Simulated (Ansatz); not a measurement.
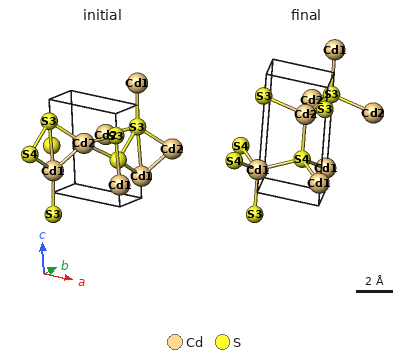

The structure of solid CdS (a generated structure, set up in P1) (coarse preliminary run) before (left) and after (right) a relaxation, at one scale.

The picture is a ball-and-stick view of the cell of the calculation, seen slightly off an axis.

Theory: DFT PBE, scalar-relativistic, plane waves, PAW in Ansatz 0.2.0.

Input file:
```yaml
crystal:
  lattice:
    - [4.06262276, 0.0, 0.0]
    - [-0.29930538, 4.05158241, 0.0]
    - [-0.76099615, -0.81928742, 5.29774842]
  atoms:
    - { symbol: Cd, position: [0.01054001, 0.01054, 0.23495001] }
    - { symbol: Cd, position: [0.43871001, 0.18263, 0.57810003] }
    - { symbol: S, position: [0.98946, 0.98945999, 0.76504999] }
    - { symbol: S, position: [0.81737, 0.56128999, 0.42189997] }
basis:
  ecutwfc: 420
kpoints:
  mp_grid: { grid: [4, 4, 4] }
hamiltonian:
  xc: pbe
scf:
  occupations: { method: gaussian, width: 0.1 }
  lower_state_search: "off"
output:
  forces: true
  stress: true
  eigenvalues: true
relax:
  adjacent_minimum: "off"
  f_tol: 0.04
  max_steps: 70
  cell: { stress_tol: 0.4 }
```

Launched with:
```bash
ansatz run input.yaml --threads 1 --pin off --max-ram 2560MiB --backend cpu --events-out ev --progress --plain --runs-dir out
```

> What changed between the two?

Over 15 accepted moves (17 points after the start) the energy falls by 4.630 eV per cell of the calculation. Largest force component: 4.9 eV/Å at the start, 0.0068 eV/Å at the end. Pressure: 21.69 GPa at the start and −0.05 GPa at the end. The SCF was repeated twice at an unchanged geometry on a basis and grid sized afresh for the cell, which shifted the energy by 0.126 eV per cell of the calculation at most. The largest moves relative to the cell, 1.11 Å, are those of Cd2 and S4. Cd2 goes roughly along [2 2 1]. By element the largest moves are Cd 1.11 Å, S 1.10 Å. The drawn cell changes as follows: a = b 4.063 → 4.206 Å (+3.5 %), c 5.414 → 6.806 Å (+25.7 %), α 98.1° → 90.0°, β 98.1° → 90.0°, γ 94.2° → 119.9°; the volume changes by +19.7 %. Near-neighbour distances that change, for instance: Cd1–Cd2 2.348 → 4.184 Å, S3–S4 2.348 → 4.175 Å, Cd1–S3 2.897 → 4.238 Å, Cd1–S4 3.758 → 2.570 Å. New bonds form: Cd1–S4 (3.76 → 2.57 Å), Cd2–S3 (3.76 → 2.57 Å). Bonds break: Cd1–Cd2 (2.35 → 4.18 Å), Cd1–S3 (2.90 → 4.24 Å). Among the angles between lasting bonds that change: S3–Cd2–S4 160.0° → 108.9°, Cd1–S4–Cd2 160.0° → 109.2°, S3–Cd2–S4 81.1° → 109.2°. The space group (tolerance 0.01 Å) goes from P1 (No. 1) to Cmc2_1 (No. 36).
